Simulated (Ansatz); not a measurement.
**Two runs on Al**

System: Al (Ima2, 4 atoms in the cell).
Method of the first run: DFT PBEsol, scalar-relativistic, plane waves, PAW, no spin polarisation (Ansatz 0.2.0).

The structure derives from a Materials Project entry. Text and figures count atoms from 1; the logs count them from 0 in places.

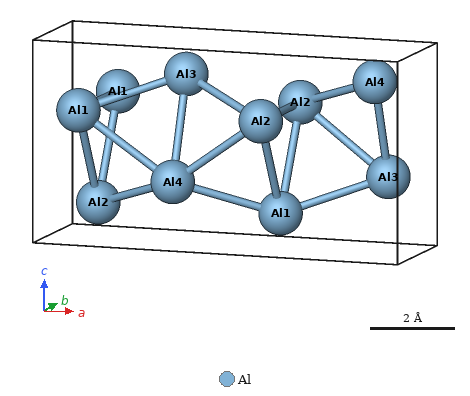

The structure (ball-and-stick view of the cell 2 times as large as that of the calculation, set on its symmetry axes, seen slightly off an axis; atoms are numbered from 1 in the order of the input). An atom can appear more than once, as a periodic image.

## The input, the first run
```yaml
crystal:
  lattice:
    - [-2.8500701807, 0.0, 0.0]
    - [0.0, 4.9364663581, 0.0]
    - [1.4250350903, -2.4682331791, -4.6373162797]
  atoms:
    - { symbol: Al, position: [0.125, 0.7916666667, 0.25] }
    - { symbol: Al, position: [0.625, 0.2916666667, 0.25] }
    - { symbol: Al, position: [0.7960545756, 0.2083333333, 0.75] }
    - { symbol: Al, position: [0.4539454244, 0.7083333333, 0.75] }
basis:
  ecutwfc: 420
kpoints:
  mp_grid: { grid: [22, 22, 22] }
hamiltonian:
  xc: pbesol
scf:
  occupations: { method: gaussian, width: 0.15 }
output:
  forces: true
  stress: true
  eigenvalues: true
```

Launched with:
```bash
ansatz run input.yaml --threads 2 --pin off --max-ram 5120MiB --backend cpu --events-out ev --progress --plain --runs-dir out
```

Hardware: 2 threads of AMD EPYC (Zen 3), 189 GiB of memory available, shared host.

## Output, shortened to warnings, some set-up lines, iterations and results (the first run)
```
Basis set: ecut = 420 eV, 1263 PW (Γ), exchange–correlation on 40×72×80 points (8 copies of the dense FFT grid, shifted against one another)
Symmetry: 4 space group operations
k-points: 1530 of 10648 (time reversal used)
Initial density: superposition of atomic densities (neutral atoms: chi_scale 0, normalization atom), corrected by the library's trained network
[...]
SCF iter   1: F=—  HF=-2097.930630 eV  |F-HF|=—  |Δ(HF+E_count)|=         —  Δρ=1.99e-3  dr2=2.86e-3  ethr=1.77e-3  ⟨swp⟩=6.5  Hψ=124834  notcnv=0
SCF iter   2: F=—  HF=-2097.930205 eV  |F-HF|=—  |Δ(HF+E_count)|=   4.25e-4  Δρ=1.18e-3  dr2=1.01e-3  ethr=2.38e-5  ⟨swp⟩=1.0  Hψ=27671  notcnv=0
SCF iter   3: F=—  HF=-2097.929914 eV  |F-HF|=—  |Δ(HF+E_count)|=   2.91e-4  Δρ=1.01e-4  dr2=1.32e-5  ethr=8.45e-6  ⟨swp⟩=2.0  Hψ=23760  notcnv=0
SCF iter   4: F=—  HF=-2097.929914 eV  |F-HF|=—  |Δ(HF+E_count)|=   4.38e-7  Δρ=4.42e-5  dr2=1.99e-6  ethr=1.10e-7  ⟨swp⟩=2.4  Hψ=22460  notcnv=0
SCF iter   5: F=—  HF=-2097.929914 eV  |F-HF|=—  |Δ(HF+E_count)|=   4.56e-7  Δρ=1.73e-5  dr2=4.68e-7  ethr=1.66e-8  ⟨swp⟩=2.0  Hψ=22455  notcnv=0
SCF iter   6: F=-2097.929914 eV  HF=-2097.929914 eV  |F-HF|=1.96e-8  |Δ(HF+E_count)|=   9.28e-8  Δρ=4.72e-6  dr2=2.93e-8  ethr=8.33e-10  ⟨swp⟩=3.0  Hψ=62182  notcnv=0
SCF 1 converged in 6 iterations: F = -2097.929914 eV  dr2 = 2.93e-8
SCF converged after 6 iterations
Free energy (F): -2097.929914 eV
Harris-Foulkes:  -2097.929914 eV  (|F-HF|=1.96e-8)
Internal energy: -2097.911665 eV  (E = F + TS)
E sigma→0 (E₀):  -2097.920789 eV
Entropy (-TS):   -0.018249 eV (-4.562 meV/atom)
Fermi energy:    7.979568 eV
--- Per-component energies (eV) ---
  E_band       = 42.543403
  E_kinetic    = 92.206296
  E_local      = 38.818037  (includes V_loc(G=0)·N_el)
  E_nonlocal   = 42.148131
  E_hartree    = 0.540773
  E_xc         = -157.993561
  E_vxc        = -117.080934  (∫ρ·V_xc dr)
  E_paw        = -1819.013609  (= ΣΔE_a)
  E_vpaw       = -14.629578  (= ΣTr[D̂ρ^β])
  E_aug_tail   = -0.000010  (compensation charges beyond the density's cutoff)
  E_ewald      = -294.694278
  E_core_change = 0.076556  (= ΣΔE_core)
  E_smearing   = -0.018249  (= −TS)
  E_closure    = -0.000000  (closes the sum)
  Σ components = -2097.929914   (vs F -2097.929914, Δ=0.00e0)
--- Forces (eV/Å), atoms counted from 1 ---
  atom   1  Al     0.00000000    -0.07665258     0.00000000
  atom   2  Al     0.00000000    -0.07665258     0.00000000
  atom   3  Al    -0.60184315     0.07665208     0.00000000
  atom   4  Al     0.60184315     0.07665208    -0.00000000
  max |Σ_I F_I| component: 1.01e-6 eV/Å
--- Stress (GPa, compression-positive) ---
       -0.074783      -0.000000       0.000000
       -0.000000       2.530609      -0.000000
        0.000000      -0.000000       1.570023
  P = ⅓ Tr σ = 1.3419 GPa (13.419 kbar)
```

For the second run the input was changed thus:
```diff
-    - { symbol: Al, position: [0.7960545756, 0.2083333333, 0.75] }
-    - { symbol: Al, position: [0.4539454244, 0.7083333333, 0.75] }
+    - { symbol: Al, position: [0.9802605659, 0.2083333333, 0.75] }
+    - { symbol: Al, position: [0.2697394341, 0.7083333333, 0.75] }
```

How does the second run compare with the first run?

With the same functional and potentials, the second run lies 25.5 meV per atom higher. The pressure goes from 1.34 to 2.26 GPa. The largest force goes from 0.607 to 0.765 eV/Å. The number of SCF iterations is the same.

## Output, shortened to warnings, some set-up lines, iterations and results (the second run)
```
Basis set: ecut = 420 eV, 1263 PW (Γ), exchange–correlation on 40×72×80 points (8 copies of the dense FFT grid, shifted against one another)
Symmetry: 4 space group operations
k-points: 1530 of 10648 (time reversal used)
Initial density: superposition of atomic densities (neutral atoms: chi_scale 0, normalization atom), corrected by the library's trained network
[...]
SCF iter   1: F=—  HF=-2097.828377 eV  |F-HF|=—  |Δ(HF+E_count)|=         —  Δρ=1.92e-3  dr2=2.58e-3  ethr=1.77e-3  ⟨swp⟩=6.5  Hψ=124450  notcnv=0
SCF iter   2: F=—  HF=-2097.828027 eV  |F-HF|=—  |Δ(HF+E_count)|=   3.50e-4  Δρ=1.14e-3  dr2=9.16e-4  ethr=2.15e-5  ⟨swp⟩=1.1  Hψ=27745  notcnv=0
SCF iter   3: F=—  HF=-2097.827786 eV  |F-HF|=—  |Δ(HF+E_count)|=   2.42e-4  Δρ=1.22e-4  dr2=2.96e-5  ethr=7.64e-6  ⟨swp⟩=2.0  Hψ=24065  notcnv=0
SCF iter   4: F=—  HF=-2097.827750 eV  |F-HF|=—  |Δ(HF+E_count)|=   3.56e-5  Δρ=5.05e-5  dr2=1.83e-6  ethr=2.47e-7  ⟨swp⟩=2.4  Hψ=22529  notcnv=0
SCF iter   5: F=—  HF=-2097.827750 eV  |F-HF|=—  |Δ(HF+E_count)|=   4.74e-7  Δρ=1.48e-5  dr2=1.82e-7  ethr=1.53e-8  ⟨swp⟩=2.4  Hψ=24511  notcnv=0
SCF iter   6: F=-2097.827750 eV  HF=-2097.827750 eV  |F-HF|=6.88e-9  |Δ(HF+E_count)|=   4.09e-9  Δρ=3.43e-6  dr2=1.21e-8  ethr=8.33e-10  ⟨swp⟩=4.7  Hψ=58688  notcnv=0
SCF 1 converged in 6 iterations: F = -2097.827750 eV  dr2 = 1.21e-8
SCF converged after 6 iterations
Free energy (F): -2097.827750 eV
Harris-Foulkes:  -2097.827750 eV  (|F-HF|=6.88e-9)
Internal energy: -2097.809275 eV  (E = F + TS)
E sigma→0 (E₀):  -2097.818512 eV
Entropy (-TS):   -0.018475 eV (-4.619 meV/atom)
Fermi energy:    7.965071 eV
--- Per-component energies (eV) ---
  E_band       = 42.408301
  E_kinetic    = 92.427948
  E_local      = 38.196990  (includes V_loc(G=0)·N_el)
  E_nonlocal   = 42.378936
  E_hartree    = 0.636359
  E_xc         = -158.057361
  E_vxc        = -117.152247  (∫ρ·V_xc dr)
  E_paw        = -1819.108140  (= ΣΔE_a)
  E_vpaw       = -14.716112  (= ΣTr[D̂ρ^β])
  E_aug_tail   = -0.000010  (compensation charges beyond the density's cutoff)
  E_ewald      = -294.360554
  E_core_change = 0.076556  (= ΣΔE_core)
  E_smearing   = -0.018475  (= −TS)
  E_closure    = 0.000000  (closes the sum)
  Σ components = -2097.827750   (vs F -2097.827750, Δ=0.00e0)
--- Forces (eV/Å), atoms counted from 1 ---
  atom   1  Al     0.00000000    -0.13408133     0.00000000
  atom   2  Al     0.00000000    -0.13408133     0.00000000
  atom   3  Al     0.75342163     0.13408002    -0.00000000
  atom   4  Al    -0.75342163     0.13408002     0.00000000
  max |Σ_I F_I| component: 2.61e-6 eV/Å
--- Stress (GPa, compression-positive) ---
        0.013244      -0.000000       0.000000
       -0.000000       4.541935      -0.000000
        0.000000      -0.000000       2.234335
  P = ⅓ Tr σ = 2.2632 GPa (22.632 kbar)
```

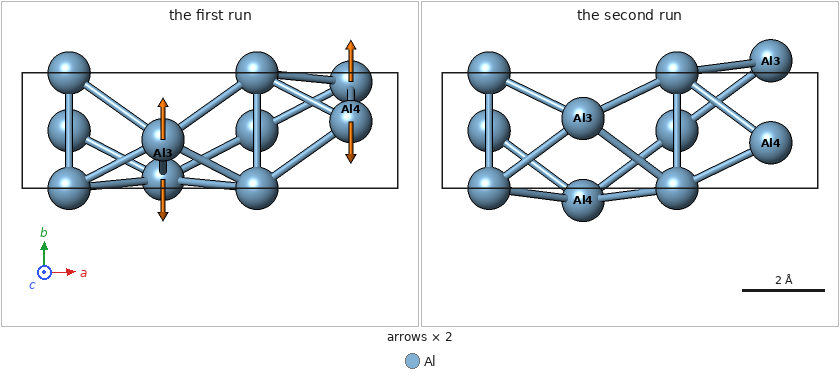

The two input geometries at one scale (ball-and-stick view of the cell 2 times as large as that of the calculation, set on its symmetry axes, along the c axis). The orange arrows on the first give the shifts of the atoms relative to the cell, magnified 2 times. The largest moves, 0.53 Å, are those of Al atoms. The cell stays as it was. Among the contacts that change: Al–Al 2.654 → 3.193 Å, Al–Al 3.100 → 2.602 Å, Al–Al 2.737 → 3.005 Å, Al–Al 2.962 → 2.705 Å.

## The two runs side by side

| quantity | the first run | the second run |
| --- | --- | --- |
| outcome | converged | converged |
| free energy per atom (eV) | −524.4825 | −524.4569 |
| energy per atom, smearing taken to zero (eV) | −524.4802 | −524.4546 |
| gap on the mesh (eV) | 0.00 | 0.00 |
| pressure (GPa) | 1.34 | 2.26 |
| largest force (eV/Å) | 0.607 | 0.765 |
| SCF iterations | 6 | 6 |
| irreducible k-points | 1530 | 1530 |
| plane waves at Γ | 1263 | 1263 |
| wall time (shared host) | 87 s | 94 s |
